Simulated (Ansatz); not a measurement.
Single-point calculation of Ti20Si (part 2 of 2)

Continued. System: Ti20Si (slab, 21 atoms in the cell). Method: DFT PBE+D3(BJ), scalar-relativistic, plane waves, PAW, PAW set soft_1, no spin polarisation (Ansatz 0.2.0); cutoff 420 eV, 6×6×1 k-mesh, Gaussian smearing of 0.1 eV. The structure derives from an entry of the Crystallography Open Database.

**Output, continued**
```
  k-point 0: bands = ["-52.8882", "-52.8373", "-52.7990", "-52.7877", "-52.7552", "-52.7411", "-52.7411", "-52.7408", "-52.6726", "-52.6134", "-52.5702", "-52.5557", "-52.5545", "-52.5536", "-52.5350", "-52.5347", "-52.5338", "-52.5210", "-52.5207", "-52.5196", "-29.4280", "-29.4148", "-29.4072", "-29.4021", "-29.3508", "-29.3492", "-29.3474", "-29.3357", "-29.3321", "-29.3204", "-29.3054", "-29.2598", "-29.2596", "-29.2594", "-29.1523", "-29.1513", "-29.1467", "-29.0831", "-29.0601", "-29.0600", "-29.0519", "-28.9904", "-28.9903", "-28.9760", "-28.9564", "-28.9444", "-28.9411", "-28.9018", "-28.9016", "-28.9009", "-28.8491", "-28.8476", "-28.8438", "-28.8061", "-28.8026", "-28.8005", "-28.7669", "-28.7667", "-28.7546", "-28.7538", "-28.7537", "-28.7444", "-28.7442", "-28.7420", "-28.7313", "-28.7307", "-28.7297", "-28.6896", "-28.6891", "-28.6886", "-28.6356", "-28.6351", "-28.6344", "-28.6243", "-28.6092", "-28.6090", "-28.5742", "-28.5738", "-28.5394", "-28.5391", "-2.5943", "-1.9898", "-1.2753", "-0.2745", "0.6212", "1.1136", "1.3137", "1.3173", "1.3186", "1.3936", "1.3968", "1.3973", "1.6580", "1.6634", "1.6664", "1.7220", "1.7267", "1.7280", "1.8422", "1.8455", "1.8460", "2.4027", "2.4035", "2.4048", "2.8101", "2.8117", "2.8139", "3.0106", "3.0181", "3.0186", "3.1569", "3.1618", "3.1624", "3.2696", "3.8540", "4.0517", "4.0610", "4.1555", "4.1863", "4.3074", "4.3282", "4.4073", "4.4435", "4.6127", "4.6258", "4.6283", "4.6481", "4.6609", "4.6634", "4.6740", "4.6906", "4.7061", "4.7064", "4.7775", "4.7775", "4.9120", "4.9124", "4.9383", "5.0586", "5.0618", "5.0624", "5.0667", "5.0811", "5.0872", "5.1357", "5.1426", "5.1461"]
  k-point 1: bands = ["-52.8817", "-52.8309", "-52.7990", "-52.7929", "-52.7566", "-52.7475", "-52.7411", "-52.7409", "-52.6656", "-52.6081", "-52.5662", "-52.5646", "-52.5546", "-52.5546", "-52.5398", "-52.5350", "-52.5340", "-52.5221", "-52.5206", "-52.5198", "-29.4146", "-29.3946", "-29.3818", "-29.3773", "-29.3348", "-29.3295", "-29.3231", "-29.3195", "-29.3098", "-29.3085", "-29.2902", "-29.2446", "-29.2442", "-29.2382", "-29.1367", "-29.1350", "-29.1204", "-29.0833", "-29.0699", "-29.0575", "-29.0517", "-28.9920", "-28.9841", "-28.9740", "-28.9733", "-28.9627", "-28.9371", "-28.9260", "-28.9260", "-28.8925", "-28.8622", "-28.8482", "-28.8428", "-28.8386", "-28.8163", "-28.8120", "-28.7852", "-28.7848", "-28.7796", "-28.7759", "-28.7446", "-28.7422", "-28.7420", "-28.7379", "-28.7299", "-28.7278", "-28.7137", "-28.6937", "-28.6935", "-28.6812", "-28.6541", "-28.6533", "-28.6430", "-28.6349", "-28.6282", "-28.6194", "-28.5966", "-28.5816", "-28.5717", "-28.5450", "-2.5719", "-1.7928", "-1.0858", "-0.0927", "0.8005", "1.1672", "1.2848", "1.2961", "1.4024", "1.4063", "1.4898", "1.4918", "1.5685", "1.7458", "1.7530", "1.7794", "1.8309", "1.8339", "2.0080", "2.0175", "2.0190", "2.4781", "2.4866", "2.4890", "2.8131", "2.8597", "2.8607", "3.0179", "3.0557", "3.0598", "3.1980", "3.2015", "3.2228", "3.2767", "3.7892", "3.9140", "4.0164", "4.0190", "4.1483", "4.1964", "4.2128", "4.2226", "4.2782", "4.4357", "4.4410", "4.5010", "4.5352", "4.5776", "4.6081", "4.6247", "4.7002", "4.7179", "4.7471", "4.7557", "4.8106", "4.8169", "4.8813", "4.9068", "4.9127", "4.9158", "4.9164", "4.9600", "5.0199", "5.0210", "5.0986", "5.1559", "5.1787"]
  k-point 2: bands = ["-52.8649", "-52.8134", "-52.8082", "-52.7991", "-52.7653", "-52.7586", "-52.7412", "-52.7409", "-52.6460", "-52.5938", "-52.5885", "-52.5561", "-52.5548", "-52.5547", "-52.5536", "-52.5350", "-52.5341", "-52.5288", "-52.5204", "-52.5198", "-29.3822", "-29.3489", "-29.3365", "-29.3269", "-29.2989", "-29.2829", "-29.2790", "-29.2743", "-29.2712", "-29.2524", "-29.2360", "-29.2095", "-29.2093", "-29.1910", "-29.1126", "-29.1104", "-29.0910", "-29.0784", "-29.0701", "-29.0596", "-29.0355", "-29.0234", "-29.0133", "-28.9815", "-28.9800", "-28.9677", "-28.9510", "-28.9465", "-28.9286", "-28.9127", "-28.9120", "-28.8681", "-28.8499", "-28.8484", "-28.8379", "-28.8377", "-28.8314", "-28.8305", "-28.8157", "-28.8007", "-28.7658", "-28.7631", "-28.7345", "-28.7323", "-28.7274", "-28.7236", "-28.7192", "-28.7010", "-28.6986", "-28.6983", "-28.6872", "-28.6866", "-28.6789", "-28.6602", "-28.6471", "-28.6462", "-28.6211", "-28.6099", "-28.6027", "-28.5617", "-2.5294", "-1.2278", "-0.5523", "0.4038", "0.5196", "0.9066", "1.2807", "1.4451", "1.6182", "1.6212", "1.7300", "1.7329", "1.7334", "1.9377", "1.9561", "1.9618", "2.1068", "2.1097", "2.2311", "2.3941", "2.3952", "2.6718", "2.7213", "2.7247", "2.8738", "2.9041", "2.9182", "3.0853", "3.1243", "3.1263", "3.2004", "3.3388", "3.3395", "3.3690", "3.4597", "3.6447", "3.6780", "3.7522", "3.8551", "3.8617", "3.9534", "3.9989", "4.0336", "4.0474", "4.1917", "4.2117", "4.2443", "4.2845", "4.3302", "4.3876", "4.4611", "4.4945", "4.5209", "4.5323", "4.5892", "4.6715", "4.7070", "4.7340", "4.7641", "4.7658", "4.7939", "4.8193", "4.8488", "4.8704", "4.9100", "4.9953", "5.0034"]
  k-point 12: bands = ["-52.8485", "-52.8272", "-52.7982", "-52.7947", "-52.7741", "-52.7605", "-52.7564", "-52.7322", "-52.6285", "-52.5997", "-52.5813", "-52.5770", "-52.5615", "-52.5472", "-52.5460", "-52.5391", "-52.5329", "-52.5273", "-52.5248", "-52.5204", "-29.3574", "-29.3331", "-29.3137", "-29.3059", "-29.2676", "-29.2552", "-29.2457", "-29.2406", "-29.2285", "-29.2279", "-29.1985", "-29.1883", "-29.1785", "-29.1517", "-29.1438", "-29.1109", "-29.1020", "-29.0833", "-29.0651", "-29.0603", "-29.0480", "-29.0378", "-29.0069", "-28.9876", "-28.9843", "-28.9787", "-28.9733", "-28.9385", "-28.9218", "-28.9001", "-28.8926", "-28.8874", "-28.8850", "-28.8814", "-28.8607", "-28.8586", "-28.8372", "-28.8326", "-28.8162", "-28.8035", "-28.7977", "-28.7868", "-28.7821", "-28.7519", "-28.7392", "-28.7291", "-28.7184", "-28.7042", "-28.7005", "-28.6995", "-28.6912", "-28.6745", "-28.6739", "-28.6712", "-28.6532", "-28.6507", "-28.6404", "-28.6227", "-28.6164", "-28.5882", "-2.5092", "-0.7017", "-0.0686", "0.1980", "0.6957", "0.8326", "0.9783", "1.3242", "1.3927", "1.6842", "1.7962", "2.0571", "2.1000", "2.1036", "2.1825", "2.2241", "2.3077", "2.3975", "2.4239", "2.5869", "2.6379", "2.8117", "2.8437", "2.8714", "2.8832", "2.9199", "2.9794", "3.0576", "3.1335", "3.1732", "3.1955", "3.2084", "3.2934", "3.4148", "3.4459", "3.4570", "3.4774", "3.5678", "3.6225", "3.6244", "3.6786", "3.7157", "3.7972", "3.9220", "3.9713", "4.0213", "4.1376", "4.1572", "4.2016", "4.2482", "4.2553", "4.3129", "4.3420", "4.3695", "4.4322", "4.4554", "4.4815", "4.5244", "4.5773", "4.6450", "4.7495", "4.8058", "4.8395", "4.8728", "4.9666", "5.0100", "5.0733"]
```

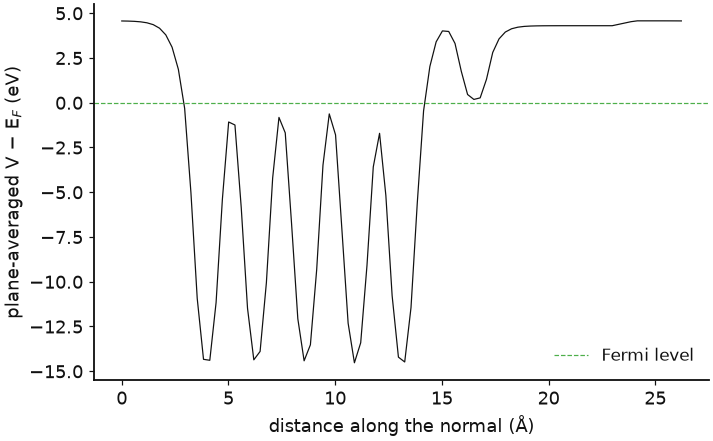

Fig. 1: Plane average of the electrostatic potential energy of an electron across the cell, from the Fermi level. The vacuum level lies 4.30 eV above the Fermi level on the upper side and 4.57 eV on the lower.

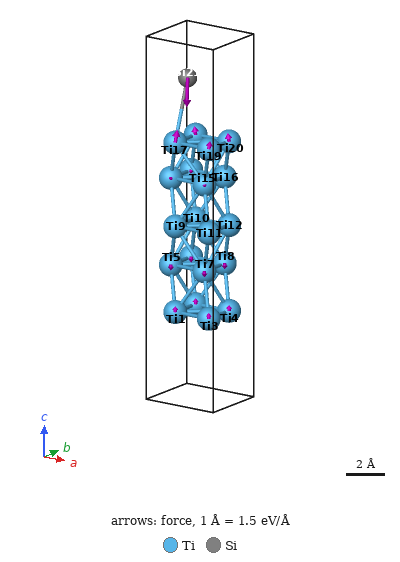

Fig. 2: Forces on the atoms as pink arrows (ball-and-stick view of the cell of the calculation, with the vacuum cut short, seen slightly off an axis; atoms are numbered from 1 in the order of the input); the smallest are left out. The largest act on Si21 (2.38 eV/Å); Ti17 (1.06 eV/Å). The geometry is not a stationary point of this energy.

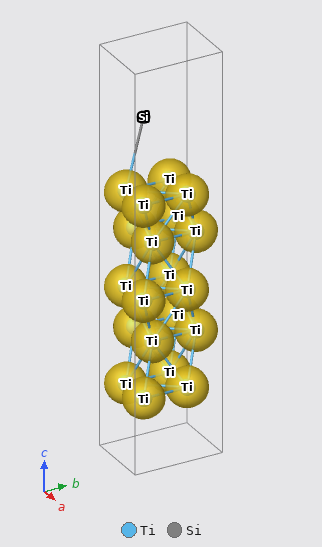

Fig. 3: Isosurface of the valence electron density at 0.4 e/Å³ (yellow), seen slightly off an axis. Sticks mark near contacts. At this value the density breaks into separate islands; it holds about 75 % of the electrons treated as valence (semicore included). It is pinched off along the Ti–Ti (2.73 Å), Ti–Si (3.50 Å), Ti–Ti (2.83 Å) and Ti–Ti (2.88 Å) contacts. On the grid the lowest density along these lines, outside the cores, is 0.24 e/Å³ (Ti–Ti, 2.73 Å), 0.09 e/Å³ (Ti–Si, 3.50 Å), 0.21 e/Å³ (Ti–Ti, 2.83 Å) and 0.19 e/Å³ (Ti–Ti, 2.88 Å). Core electrons are frozen (PAW), so the fields are smoothed inside the atomic spheres.

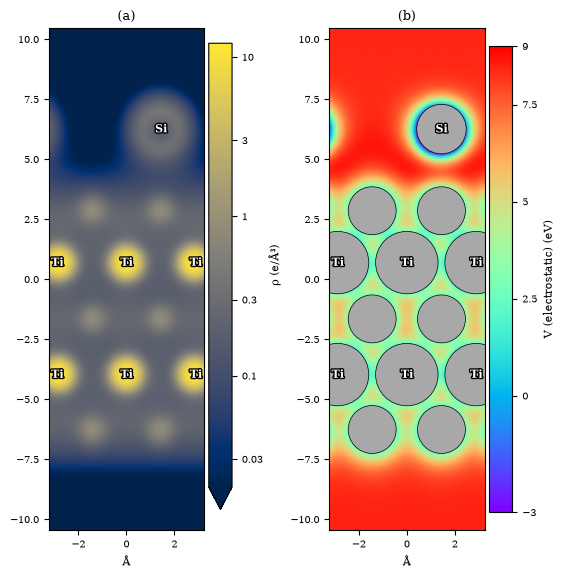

Fig. 4: (a) valence charge density (pseudo); (b) electrostatic potential energy of an electron on the (010) plane of the calculation cell, a cut from vacuum to vacuum. Grey discs, where drawn, cover atomic cores. The section cuts through Ti and Si sites. Ti–Ti (2.89 Å): ρ at the midpoint is about 0.2 e/Å³. The density dies away to nearly zero in the vacuum.

The run was set up as follows.

**Input**
```yaml
crystal:
  lattice:
    - [5.7723543929, 0.0, 0.0]
    - [-2.8861771965, 4.9990055439, 0.0]
    - [0.0, 0.0, 26.5136808743]
  atoms:
    - { symbol: Ti, position: [0.3333333333, 0.1666666667, 0.1508655105] }
    - { symbol: Ti, position: [0.3333333333, 0.6666666667, 0.1508655105] }
    - { symbol: Ti, position: [0.8333333333, 0.1666666667, 0.1508655105] }
    - { symbol: Ti, position: [0.8333333333, 0.6666666667, 0.1508655105] }
    - { symbol: Ti, position: [0.1666666667, 0.3333333333, 0.2371222875] }
    - { symbol: Ti, position: [0.1666666667, 0.8333333333, 0.2371222875] }
    - { symbol: Ti, position: [0.6666666667, 0.3333333333, 0.2371222875] }
    - { symbol: Ti, position: [0.6666666667, 0.8333333333, 0.2371222875] }
    - { symbol: Ti, position: [0.3333333333, 0.1666666667, 0.3246428107] }
    - { symbol: Ti, position: [0.3333333333, 0.6666666667, 0.3246428107] }
    - { symbol: Ti, position: [0.8333333333, 0.1666666667, 0.3246428107] }
    - { symbol: Ti, position: [0.8333333333, 0.6666666667, 0.3246428107] }
    - { symbol: Ti, position: [0.1666666667, 0.3333333333, 0.4130984707] }
    - { symbol: Ti, position: [0.1666666667, 0.8333333333, 0.4130984707] }
    - { symbol: Ti, position: [0.6666666667, 0.3333333333, 0.4130984707] }
    - { symbol: Ti, position: [0.6666666667, 0.8333333333, 0.4130984707] }
    - { symbol: Ti, position: [0.3333333333, 0.1666666667, 0.4946005399] }
    - { symbol: Ti, position: [0.3333333333, 0.6666666667, 0.4946005399] }
    - { symbol: Ti, position: [0.8333333333, 0.1666666667, 0.4946005399] }
    - { symbol: Ti, position: [0.8333333333, 0.6666666667, 0.4946005399] }
    - { symbol: Si, position: [0.4166666667, 0.3333333333, 0.6228362238] }
basis:
  ecutwfc: 420
kpoints:
  mp_grid: { grid: [6, 6, 1] }
hamiltonian:
  xc: pbe
  pseudopotentials: { kind: paw, azcp: { folder: soft_1 } }
  dispersion: d3bj
scf:
  occupations: { method: gaussian, width: 0.1 }
output:
  forces: true
  eigenvalues: true
  write_density: true
  write_potential: true
  elf: true
  volumetric_format: npy
efield:
  axis: 3
  dipole_correction: true
  ramp_width: 0.04
```

Launch command:
```bash
ansatz run input.yaml --threads 4 --pin off --max-ram 12288MiB --backend cpu --events-out ev --progress --plain --runs-dir out
```

**Results in brief**

- outcome: converged
- electrons treated: 244
- free energy: −50629.2634 eV
- work function, top face: 4.30 eV
- work function, bottom face: 4.57 eV
- Fermi energy: 3.995 eV
- gap on the k-point mesh: none (metallic)
- work function (upper face): 4.30 eV
- largest force (length of the vector): 2.380 eV/Å
- hardware: 4 threads of Arm Neoverse V2, 24 GiB of memory available, shared host
- wall time: 2.5 min (CPU time 9.6 min)
- peak memory: 2.7 GiB

Notes on the run: the exchange-correlation potential is rough where the density is thin.
